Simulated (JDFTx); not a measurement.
# Run report: ZnSe, single-point calculation

- system: ZnSe (F-43m, 2 atoms in the cell)
- method: Kohn-Sham DFT of a periodic cell, r2SCAN, SG15-PBE-1.2, no spin polarisation (JDFTx 1.7.0 (patched build))

The structure derives from an entry of the Crystallography Open Database.

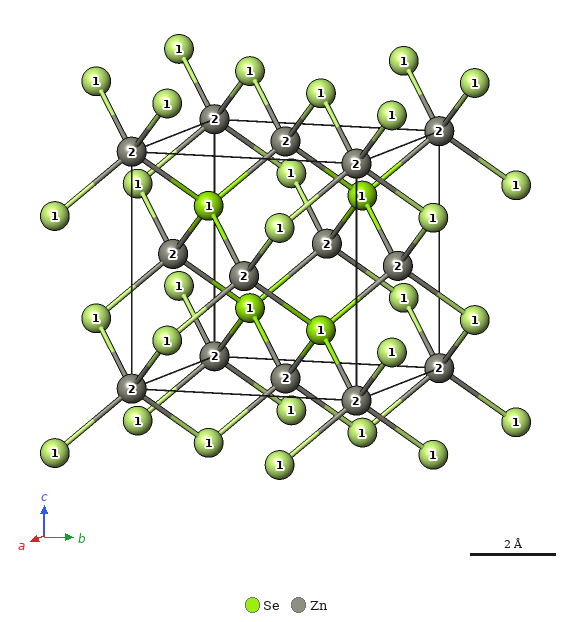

Fig. 1: The structure (ball-and-stick view of the cell 4 times as large as that of the calculation, set on its symmetry axes, seen slightly off an axis; neighbours outside the cell are drawn fainter; atoms are numbered from 1 in the order of the input).

**Key numbers**

```tsv
quantity	value
outcome	converged
space group (tolerance 0.01 Å)	F-43m (216)
electrons treated	26
free energy	−5706.7753 eV
gap on the k-point mesh	1.78 eV
pressure	0.95 GPa
largest force (length of the vector)	under 0.001 eV/Å
hardware	1 thread of Arm Neoverse V1, 24 GiB of memory available, shared host
wall time	9.8 min
peak memory	0.19 GiB
```

**Notes**

Points of doubt noted for this run: coarse mesh; metagga forces on grid.

**Input file**
```
lattice \
    0.0000000000     2.8338000000     2.8338000000 \
    2.8338000000     0.0000000000     2.8338000000 \
    2.8338000000     2.8338000000     0.0000000000
latt-scale 1.889726124626 1.889726124626 1.889726124626
coords-type Lattice
ion Se     0.7500000000     0.7500000000     0.7500000000 1
ion Zn     0.0000000000     0.0000000000     0.0000000000 1

ion-species pseudo/Se.upf
ion-species pseudo/Zn.upf
elec-cutoff 40 320
elec-ex-corr mgga-x-r2scan mgga-c-r2scan
kpoint-folding 4 4 4
elec-smearing Fermi 0.0018374661
elec-n-bands 19
electronic-SCF nIterations 100 energyDiffThreshold 1e-09
electronic-minimize nIterations 30 energyDiffThreshold 1e-7
converge-empty-states yes
forces-output-coords Cartesian

dump-name run.$VAR
dump End Ecomponents EigStats BandEigs Kpoints Forces Stress ElecDensity KEdensity
```

Command:
```bash
jdftx -c 1 -i ZnSe.in -o ZnSe.out
```

**What the program printed**
```
*************** JDFTx 1.7.0 (patched build) ***************

Input parsed successfully to the following command list (including defaults):
[... the input with its defaults ...]

---------- Setting up symmetries ----------

Found 48 point-group symmetries of the bravais lattice
Found 24 space-group symmetries with basis
Applied RMS atom displacement 0 bohrs to make symmetries exact.

---------- Initializing the Grid ----------
R =
[            0      5.35511      5.35511  ]
[      5.35511            0      5.35511  ]
[      5.35511      5.35511            0  ]
unit cell volume = 307.138
G =
[  -0.586654   0.586654   0.586654  ]
[   0.586654  -0.586654   0.586654  ]
[   0.586654   0.586654  -0.586654  ]
Minimum fftbox size, Smin = [  64  64  64  ]
Chosen fftbox size, S = [  64  64  64  ]

---------- Initializing tighter grid for wavefunction operations ----------
R =
[            0      5.35511      5.35511  ]
[      5.35511            0      5.35511  ]
[      5.35511      5.35511            0  ]
unit cell volume = 307.138
G =
[  -0.586654   0.586654   0.586654  ]
[   0.586654  -0.586654   0.586654  ]
[   0.586654   0.586654  -0.586654  ]
Minimum fftbox size, Smin = [  44  44  44  ]
Chosen fftbox size, S = [  48  48  48  ]

---------- Exchange Correlation functional ----------
Initialized LibXC exchange functional 'Re-regularized SCAN exchange by Furness et al'
Initialized LibXC correlation functional 'Re-regularized SCAN correlation by Furness et al'

---------- Setting up pseudopotentials ----------
Width of ionic core gaussian charges (only for fluid interactions / plotting) set to 0

Reading pseudopotential file 'pseudo/Se.upf':
  'Se' pseudopotential, 'PBE' functional
  Generated using ONCVPSP code by D. R. Hamann
  6 valence electrons, 0 orbitals, 6 projectors, 602 radial grid points, with lMax = 2
  Core radius for overlap checks: 2.56 bohrs.

Reading pseudopotential file 'pseudo/Zn.upf':
  'Zn' pseudopotential, 'PBE' functional
  Generated using ONCVPSP code by D. R. Hamann
  20 valence electrons, 0 orbitals, 6 projectors, 602 radial grid points, with lMax = 2
  Core radius for overlap checks: 1.85 bohrs.

Initialized 2 species with 2 total atoms.

Folded 1 k-points by 4x4x4 to 64 k-points.

---------- Setting up k-points, bands, fillings ----------
Adding inversion symmetry to k-mesh for non-inversion-symmetric unit cell.
Reduced to 8 k-points under symmetry.
Computing the number of bands and number of electrons
Calculating initial fillings.
nElectrons:  26.000000   nBands: 19   nStates: 8

----- Setting up reduced wavefunction bases (one per k-point) -----
average nbasis = 3709.016 , ideal nbasis = 3711.233

---------- Setting up ewald sum ----------
Optimum gaussian width for ewald sums = 2.432196 bohr.
Real space sum over 1331 unit cells with max indices [  5  5  5  ]
Reciprocal space sum over 2197 terms with max indices [  6  6  6  ]

---------- Allocating electronic variables ----------
Initializing wave functions:  (No orbitals for LCAO)  bandwidth-limited random numbers

Setting the auxilliary hamiltonian equal to the subspace hamiltonian.

-------- Electronic minimization -----------
Will mix electronic and kinetic density at each iteration.
	FillingsUpdate:  mu: +1.385796628  nElectrons: 26.000000
	FillingsUpdate:  mu: -0.350916288  nElectrons: 26.000000
SCF: Cycle:  0   F: -180.056895160060662   dF: -8.771e+01   |Residual|: 1.222e+01   |deigs|: 4.728e+00
	FillingsUpdate:  mu: -0.359633936  nElectrons: 26.000000
SCF: Cycle:  1   F: -189.473809315241994   dF: -9.417e+00   |Residual|: 3.098e+01   |deigs|: 1.031e+00
	FillingsUpdate:  mu: -1.656440457  nElectrons: 26.000000
SCF: Cycle:  2   F: -173.560296358802390   dF: +1.591e+01   |Residual|: 6.252e+01   |deigs|: 1.875e+00
	FillingsUpdate:  mu: -3.537256999  nElectrons: 26.000000
SCF: Cycle:  3   F: -149.552990252502468   dF: +2.401e+01   |Residual|: 9.346e+01   |deigs|: 2.270e+00
	FillingsUpdate:  mu: -3.804839979  nElectrons: 26.000000
SCF: Cycle:  4   F: -141.249875905221757   dF: +8.303e+00   |Residual|: 1.023e+02   |deigs|: 4.295e-01
	FillingsUpdate:  mu: -3.588409977  nElectrons: 26.000000
SCF: Cycle:  5   F: -142.087313855103304   dF: -8.374e-01   |Residual|: 1.011e+02   |deigs|: 4.832e-01
	FillingsUpdate:  mu: -0.000000000  nElectrons: 26.000000
SCF: Cycle:  6   F: -183.413835681680638   dF: -4.133e+01   |Residual|: 5.223e+01   |deigs|: 6.016e+00
	FillingsUpdate:  mu: +0.927495901  nElectrons: 26.000000
SCF: Cycle:  7   F: -172.978023099534255   dF: +1.044e+01   |Residual|: 1.609e+01   |deigs|: 3.525e+00
	FillingsUpdate:  mu: +0.466779784  nElectrons: 26.000000
SCF: Cycle:  8   F: -193.320666630793141   dF: -2.034e+01   |Residual|: 7.648e+00   |deigs|: 1.491e+00
	FillingsUpdate:  mu: +0.310919038  nElectrons: 26.000000
SCF: Cycle:  9   F: -206.173116916681266   dF: -1.285e+01   |Residual|: 1.268e+01   |deigs|: 2.081e-01
	FillingsUpdate:  mu: +0.210976116  nElectrons: 26.000000
[... 47 further cycles ...]
SCF: Cycle: 57   F: -209.720106374890264   dF: -1.138e-06   |Residual|: 6.470e-02   |deigs|: 1.006e-04
	FillingsUpdate:  mu: +0.283002209  nElectrons: 26.000000
SCF: Cycle: 58   F: -209.720118286613825   dF: -1.191e-05   |Residual|: 3.756e-02   |deigs|: 7.826e-04
	FillingsUpdate:  mu: +0.282854318  nElectrons: 26.000000
SCF: Cycle: 59   F: -209.720124269589661   dF: -5.983e-06   |Residual|: 6.049e-03   |deigs|: 8.368e-04
	FillingsUpdate:  mu: +0.282768801  nElectrons: 26.000000
SCF: Cycle: 60   F: -209.720124873302638   dF: -6.037e-07   |Residual|: 1.453e-03   |deigs|: 7.917e-05
	FillingsUpdate:  mu: +0.282776994  nElectrons: 26.000000
SCF: Cycle: 61   F: -209.720125074787205   dF: -2.015e-07   |Residual|: 3.696e-04   |deigs|: 1.059e-04
	FillingsUpdate:  mu: +0.282810798  nElectrons: 26.000000
SCF: Cycle: 62   F: -209.720125126755448   dF: -5.197e-08   |Residual|: 1.618e-04   |deigs|: 8.256e-05
	FillingsUpdate:  mu: +0.282815608  nElectrons: 26.000000
SCF: Cycle: 63   F: -209.720125133249212   dF: -6.494e-09   |Residual|: 1.425e-04   |deigs|: 9.485e-06
	FillingsUpdate:  mu: +0.282819008  nElectrons: 26.000000
SCF: Cycle: 64   F: -209.720125135055355   dF: -1.806e-09   |Residual|: 1.102e-04   |deigs|: 8.280e-06
	FillingsUpdate:  mu: +0.282820082  nElectrons: 26.000000
SCF: Cycle: 65   F: -209.720125135551541   dF: -4.962e-10   |Residual|: 6.015e-05   |deigs|: 4.572e-06
	FillingsUpdate:  mu: +0.282820477  nElectrons: 26.000000
SCF: Cycle: 66   F: -209.720125135667047   dF: -1.155e-10   |Residual|: 9.755e-06   |deigs|: 3.341e-06
SCF: Converged (|Delta E|<1.000000e-09 for 2 iters).

Setting wave functions to eigenvectors of Hamiltonian
Converging empty states (this may take a while): |deigs|: 4.399e-05

# Stress tensor in Cartesian coordinates [Eh/a0^3]:
[ -3.22302e-05            0            0  ]
[            0 -3.22302e-05            0  ]
[            0            0 -3.22302e-05  ]

# Ionic positions in lattice coordinates:
ion Se   0.750000000000000   0.750000000000000   0.750000000000000 1
ion Zn   0.000000000000000   0.000000000000000   0.000000000000000 1

# Forces in Cartesian coordinates:
force Se   0.000000000000000   0.000000000000000  -0.000000000000000 1
force Zn   0.000000000000000  -0.000000000000000  -0.000000000000000 1

# Energy components:
   Eewald =     -102.3072438403335696
       EH =       89.9731203915250433
     Eloc =     -201.0507538736784454
      Enl =      -64.5314181984993240
      Exc =      -20.4093661532604393
       KE =       88.6055365386513358
-------------------------------------
     Etot =     -209.7201251355954241
       TS =        0.0000000000716349
-------------------------------------
        F =     -209.7201251356670468

IonicMinimize: Iter:   0  F: -209.720125135667047  |grad|_K:        nan
IonicMinimize: None of the convergence criteria satisfied after 0 iterations.

Dumping 'run.eigStats' ...
	eMin: -4.495039 at state 0 ( [ +0.000000 +0.000000 +0.000000 ] spin 0 )
	HOMO: +0.249160 at state 0 ( [ +0.000000 +0.000000 +0.000000 ] spin 0 )
	mu  : +0.282820
	LUMO: +0.314461 at state 0 ( [ +0.000000 +0.000000 +0.000000 ] spin 0 )
	eMax: +0.786487 at state 6 ( [ +0.000000 +0.500000 +0.500000 ] spin 0 )
	HOMO-LUMO gap: +0.065301
	Optical gap  : +0.065301 at state 0 ( [ +0.000000 +0.000000 +0.000000 ] spin 0 )
Done!
```
